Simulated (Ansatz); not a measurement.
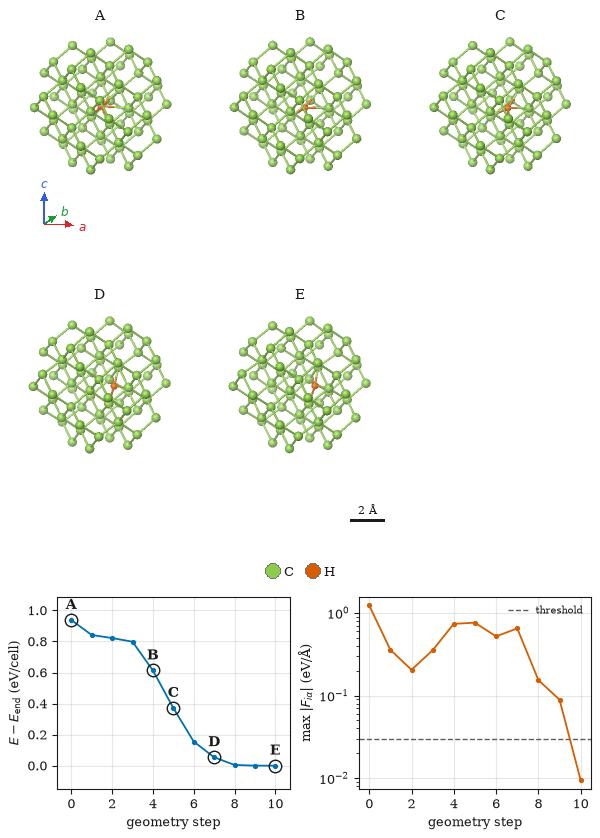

Frames of a relaxation of a defect cell of composition HC16 (cell charge +1), marked on the history of the run. The picture is a ball-and-stick view of the atoms within 4.2 Å of the atom that moves most (axes of the conventional cell (4 times the calculation's cell) (origin shifted)), seen slightly off an axis. Lengths and directions refer to the drawn axes.

It is an interstitial H in diamond C. The run prepares an end point of a later path (interstitial hop) calculation, from a guessed geometry.

The calculation used Ansatz 0.2.0, DFT PBE, scalar-relativistic, plane waves, PAW. (plane-wave cutoff 420 eV; k-point mesh 3 × 3 × 3; occupations gaussian; smearing width 0.02 eV; no spin polarisation; atoms relaxed in a fixed cell; force threshold 0.03 eV/Å; at most 60 steps)

Q: Describe the path.

A: After 10 geometry steps the energy has fallen by 0.938 eV per cell of the calculation. Largest force component: 1.2 eV/Å at the start, 0.0095 eV/Å at the end. The atom that moves furthest is the H atom (0.85 Å along [2 1 0]). By element the largest moves are H 0.85 Å, C 0.15 Å. The lattice vectors keep their values. Near-neighbour distances that change, for instance: C–H 1.766 → 1.183 Å, C–H 1.536 → 1.938 Å, C–H 1.535 → 1.182 Å, C–C 1.546 → 1.797 Å. Bond angles that change, for instance: C–C–C 109.5° → 102.4°, C–C–C 109.5° → 115.2°, C–C–C 109.5° → 104.5°. From step 0 to 4: the H atom moves most (0.27 Å), energy −0.325 eV per cell of the calculation. From step 4 to 5: the H atom moves most (0.20 Å), energy −0.242 eV per cell of the calculation. From step 5 to 7: the H atom moves most (0.38 Å), energy −0.317 eV per cell of the calculation. From step 7 to 10: the H atom moves most (0.11 Å), energy −54.1 meV per cell of the calculation.

| step | E − E(0), meV/atom | largest force component, eV/Å |
| --- | --- | --- |
| 0 | 0.00 | 1.2316 |
| 1 | -5.67 | 0.3580 |
| 2 | -6.82 | 0.2052 |
| 3 | -8.21 | 0.3541 |
| 4 | -19.11 | 0.7387 |
| 5 | -33.33 | 0.7630 |
| 6 | -46.04 | 0.5205 |
| 7 | -51.99 | 0.6508 |
| 8 | -54.90 | 0.1541 |
| 9 | -55.16 | 0.0892 |
| 10 | -55.17 | 0.0095 |

Limits of the set-up: the periodic images lie only 5.0 Å apart, so the values are limited by the cell's size; the cell is charged, on a uniform background, and energies carry no finite-size correction.
